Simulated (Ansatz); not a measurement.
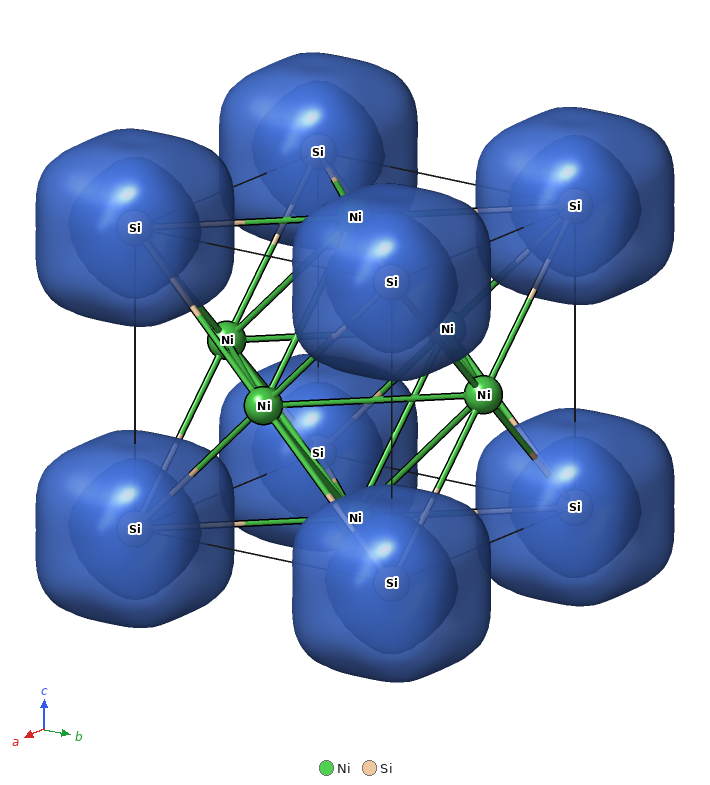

Figure 1: SiNi$_{3}$. Isosurface of the ELF at 0.55 (blue), seen at an oblique angle. Only the valence region is drawn (cores and ρ < 0.01 e/Å³ removed). Sticks mark near contacts.

Space group Pm-3m; computed pressure about −3 GPa in this cell; the program warned that a starting moment wasn't kept; spin-polarised, but the moments vanished.

Theory: Kohn-Sham DFT of a periodic cell, revPBE, Ansatz PAW in Ansatz 0.2.0.

In a PAW calculation such maps are meaningful between the atoms, not at the nuclei.

The calculation's input:

```
crystal:
  lattice:
    - [3.542, 0.0, 0.0]
    - [0.0, 3.542, 0.0]
    - [0.0, 0.0, 3.542]
  atoms:
    - { symbol: Ni, position: [0.5, 0.5, 0.0], spin: 1.0 }
    - { symbol: Ni, position: [0.5, 0.0, 0.5], spin: 1.0 }
    - { symbol: Ni, position: [0.0, 0.5, 0.5], spin: 1.0 }
    - { symbol: Si, position: [0.0, 0.0, 0.0] }
hamiltonian:
  xc: revpbe
  pseudopotentials: { kind: paw }
magnetization:
  spin_polarized: true
kpoints:
  mp_grid: { grid: [4, 4, 4] }
  band_path:
    path:
      - [[0.0, 0.0, 0.0], [0.0, 0.5, 0.0], [0.5, 0.5, 0.0], [0.0, 0.0, 0.0], [0.5, 0.5, 0.5], [0.0, 0.5, 0.0]]
      - [[0.5, 0.5, 0.0], [0.5, 0.5, 0.5]]
    npoints: 14
scf:
  occupations: { method: fermi_dirac, width: 0.05 }
  n_extra_bands: 10
output:
  forces: true
  stress: true
  eigenvalues: true
  fatbands: true
  write_density: true
  write_potential: true
  elf: true
  volumetric_format: npy
```

Command:

```sh
ansatz run input.yaml --threads 2 --pin off --max-ram 5632MiB --backend cpu --events-out ev --progress --plain --runs-dir out
```

Below, planes, directions and counts refer to the conventional cell (a = 3.54 Å, b = 3.54 Å, c = 3.54 Å, α = 90.00°, β = 90.00°, γ = 90.00°).

### Where are the electrons localised?

The surface consists of one region wrapped around Si (its valence shell), counted in one cell of 4 atoms. Regions shared between cells count once.

Values along the shortest contacts:
Ni–Ni (2.50 Å): the ELF is about 0.25 at the midpoint; no shared electron pair shows on this line. Si–Ni (2.50 Å): the ELF peaks at about 0.65 in the valence shell of Si, 0.9 Å from its nucleus, and is about 0.40 at the midpoint.

### Metal or insulator at this level of theory?

It is gapless in this calculation (a metal or semimetal).
